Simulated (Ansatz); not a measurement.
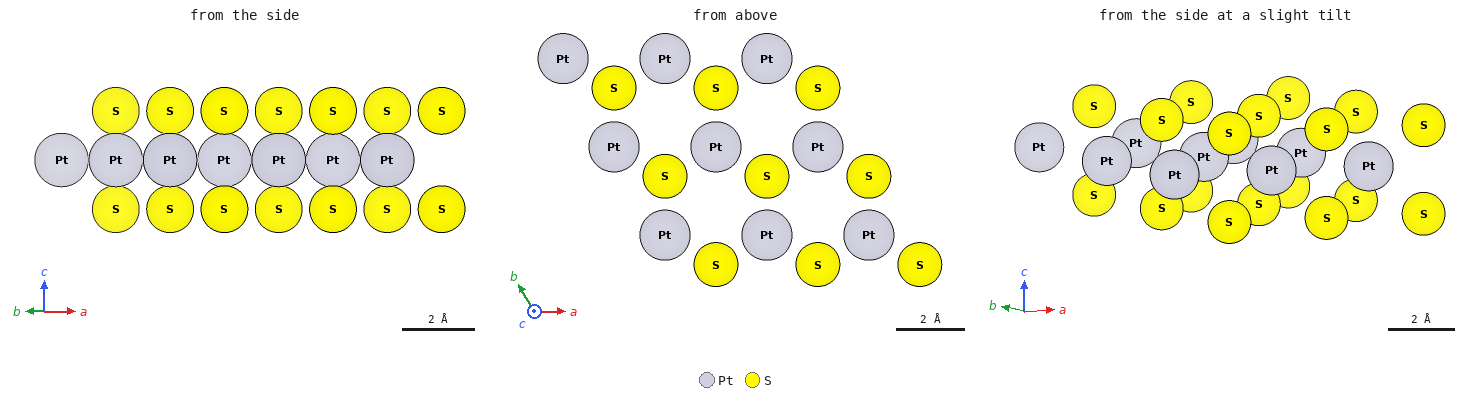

A spheres-only picture of a periodic sheet, seen from the side, from above and from the side at a slight tilt. The surface normal points up in side views; the vacuum is left out. 3×3 cells are drawn in the plane, with atoms at the edges repeated.

The cell holds 1 Pt, 2 S.

**What is exposed at the top and at the bottom?**

The top face ends in S, the bottom face in S. The two faces are alike.

**What is its extent along the surface normal?**

About 2.7 Å from the lowest to the highest atom.

**Name the atomic layers in order from the top face down.**

Three planes: S / Pt / S.

Provenance: a structure listed in the Materials Project, with elements exchanged, so it need not be a known form of the compound. The cell was then strained or its atoms displaced on purpose. A calculation with Ansatz used it as input.

At this level of theory the run's own cell isn't at rest (compressed, at 26 GPa and forces up to 6.3 eV/Å), so its distances can differ from those at equilibrium, the more so the softer the solid.
